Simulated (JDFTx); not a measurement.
## A series of single points on GaAs

System: GaAs (F-43m, 2 atoms in the cell).
Method: Kohn-Sham DFT of a periodic cell, PBEsol, PseudoDojo-SR-PBEsol-0.4.1-standard, no spin polarisation (JDFTx 1.7.0 (patched build)).

The 7 runs differ only in the geometry, by an even scaling of the cell at fixed fractional positions. The structure derives from an entry of the Crystallography Open Database.

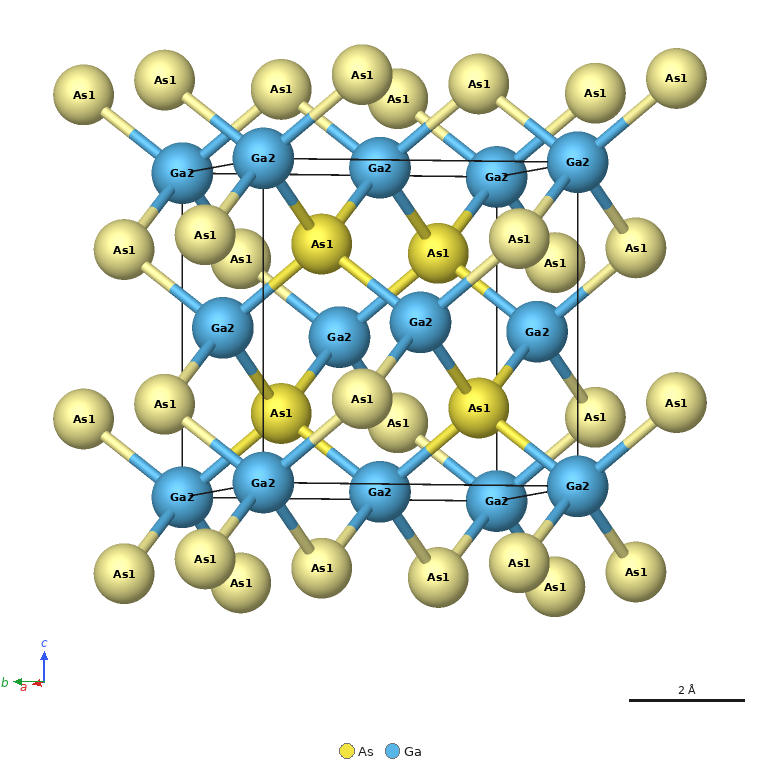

Figure 1. The structure of run 4 (ball-and-stick view of the cell 4 times as large as that of the calculation, set on its symmetry axes, seen at an oblique angle; neighbours outside the cell are drawn fainter; atoms are numbered from 1 in the order of the input). An atom can appear more than once, as a periodic image.

## Input of run 4
```
lattice \
    0.0000000000     5.3419722954     5.3419722954 \
    5.3419722954     0.0000000000     5.3419722954 \
    5.3419722954     5.3419722954     0.0000000000
coords-type Lattice
ion As     0.7500000000     0.7500000000     0.7500000000 1
ion Ga     0.0000000000     0.0000000000     0.0000000000 1

ion-species pseudo/As.upf
ion-species pseudo/Ga.upf
elec-cutoff 42 336
elec-ex-corr gga-PBEsol
kpoint-folding 8 8 8
elec-smearing Fermi 0.0018374661
elec-n-bands 21
electronic-SCF nIterations 100 energyDiffThreshold 1e-09
electronic-minimize nIterations 30 energyDiffThreshold 1e-7
forces-output-coords Cartesian

dump-name run.$VAR
dump End Ecomponents EigStats BandEigs Kpoints Forces Stress ElecDensity Dtot KEdensity
```

Command:
```bash
jdftx -c 1 -i GaAs.in -o GaAs.out
```

Lattice vectors (Å) and fractional positions of run 4:
```
   0.000000    2.826850    2.826850
   2.826850    0.000000    2.826850
   2.826850    2.826850    0.000000
As  0.750000  0.750000  0.750000
Ga  0.000000  0.000000  0.000000
```

Run 5 differs from it as follows:
```diff
-    0.0000000000     5.3419722954     5.3419722954 \
-    5.3419722954     0.0000000000     5.3419722954 \
-    5.3419722954     5.3419722954     0.0000000000
+    0.0000000000     5.3773506264     5.3773506264 \
+    5.3773506264     0.0000000000     5.3773506264 \
+    5.3773506264     5.3773506264     0.0000000000
```

## Results, with one run withheld

| run | volume per atom (Å³) | free energy per atom, from the lowest run given (meV) | pressure (GPa) | gap on the mesh (eV) |
| --- | --- | --- | --- | --- |
| 1 | 21.234 | 22.40 | 5.30 | 0.91 |
| 2 | 21.686 | 10.12 | 3.43 | 0.75 |
| 3 | 22.138 | 2.84 | 1.76 | 0.59 |
| 4 | 22.590 | 0.00 | 0.26 | 0.44 |
| 5 | 23.041 | ? | ? | ? |
| 6 | 23.493 | 5.82 | −2.24 | 0.15 |
| 7 | 23.945 | 13.59 | −3.27 | 0.00 |

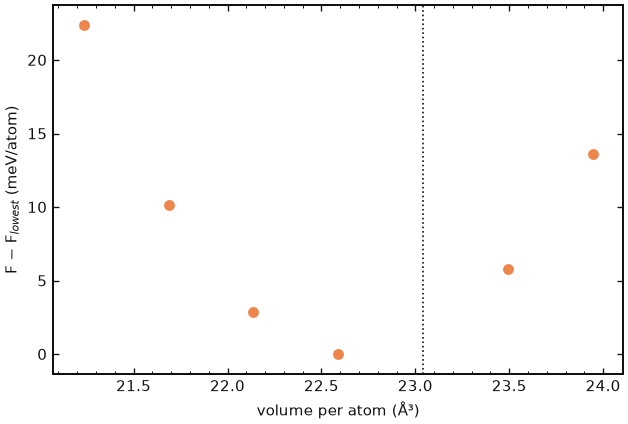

Figure 2. Free energy per atom of the runs given; the dotted line marks run 5.

What should run 5 give?

A cubic polynomial in V^(−2/3) (the Birch–Murnaghan form), fitted to the 6 runs given, misses them by at most 0.02 meV per atom. With x = V^(−2/3) − 0.12554 Å⁻², it reads F = 0.31303 + 1024.9 x + 7.0857e+05 x² + 2.523e+06 x³ (meV per atom). At run 5 it gives 1.15 meV per atom, and the run itself gives 1.14. The slope of the fit gives a pressure −dF/dV of −1.05 GPa there, and the run prints −1.07 GPa. The fit has its minimum at 22.678 Å³ per atom, where V d²F/dV² gives 68.8 GPa: the bulk modulus at this level, since symmetry fixes the shape and the positions. The gap on the mesh goes, without turning, from 0.91 eV in run 1 to 0.00 eV in run 7; run 5 has 0.30 eV. These are gaps of this functional on this mesh, which can miss the band edges; they aren't the measured gap.

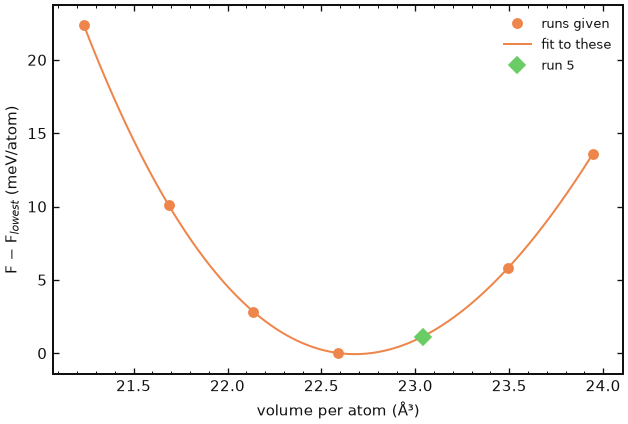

Figure 3. The fit and the withheld run.

## Some lines of the output (run 5)
```
[...]
elec-smearing Fermi 0.00183747
unit cell volume = 310.982
     Etot =     -163.1482901503180187
        F =     -163.1482953991966269
	HOMO-LUMO gap: +0.010851
	Optical gap  : +0.010851 at state 0 ( [ +0.000000 +0.000000 +0.000000 ] spin 0 )
```
